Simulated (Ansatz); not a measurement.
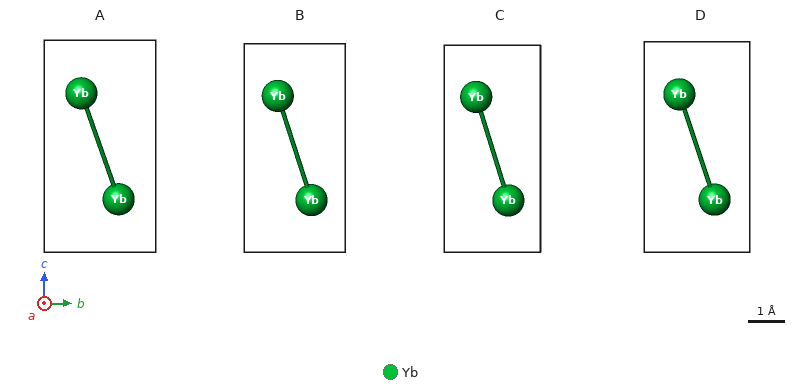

4 geometries from one relaxation of solid Yb (a generated structure, set up in P6_3/mmc), in shuffled order. Style: ball-and-stick. Shown: the cell of the calculation, along the a axis.

The start is a swapped structure.

These are results of Ansatz 0.2.0, DFT, PAW plane waves, PBE, not measurements. (plane-wave cutoff 420 eV; k-point mesh 8 × 8 × 4; occupations fermi dirac; smearing width 0.1 eV; no spin polarisation; cell and atoms relaxed; force threshold 0.03 eV/Å; at most 40 steps)

**Put them in the order of the run, from the start to the converged end.**

C, B, D, A. They are steps 0, 1, 2, 9, at +323 meV per atom, +139 meV per atom, +40.1 meV per atom relative to the last. The atoms keep their places relative to the cell (all moves are under 0.005 Å). Cell: a = b 3.176 → 3.684 Å (+16.0 %), c 5.908 → 6.045 Å (+2.3 %). Volume +37.6 %. Among the contacts that change: Yb–Yb 3.176 → 3.684 Å, Yb–Yb 3.477 → 3.696 Å. The space group stays P6_3/mmc (No. 194). After 7 accepted moves (9 points after the start) the energy has fallen by 323 meV per atom. All forces vanish by symmetry, so only the cell relaxes. Pressure: 10.76 GPa at the start and −0.01 GPa at the end. At 2 points the geometry stayed and the basis and grid were re-selected for the new cell (energy shift of 6.7 meV per atom at most each time). The run took 23 s on 2 threads of Arm Neoverse V2, with other jobs on the host, peak memory 0.38 GiB.

Limits of the set-up: 4f states are treated without a Hubbard U.
